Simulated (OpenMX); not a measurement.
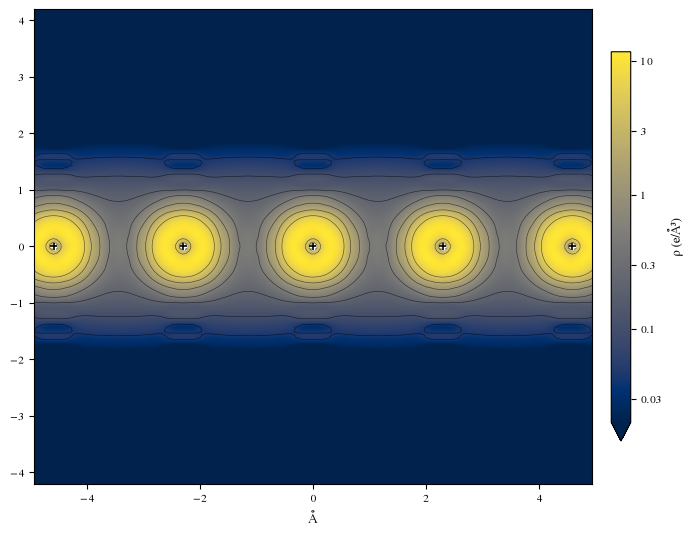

The valence pseudo-density on a plane through atoms (crosses mark nuclei in the plane).

Computed with OpenMX 3.8.5, Kohn-Sham DFT of a periodic cell, PBE, OpenMX 2013 PBE set.

Candidates:
A. Al, a = 2.65 Å, b = 2.65 Å, c = 2.65 Å, α = 90.00°, β = 90.00°, γ = 90.00°. Space group Pm-3m; a generated structure, not necessarily the stable one; computed pressure about 5 GPa in this cell.
B. V, a = 2.30 Å, b = 2.30 Å, c = 23.80 Å, α = 90.00°, β = 90.00°, γ = 90.00°. Spin-polarised.
C. WSe (slab), a = 3.32 Å, b = 3.32 Å, c = 31.66 Å, α = 90.00°, β = 90.00°, γ = 120.00°. 

> Which system is this?

Candidate B: V on the (010) plane of the calculation cell, a cut from vacuum to vacuum, which holds V. V–V (2.30 Å): the density is about 0.48 e/Å³ at the midpoint.
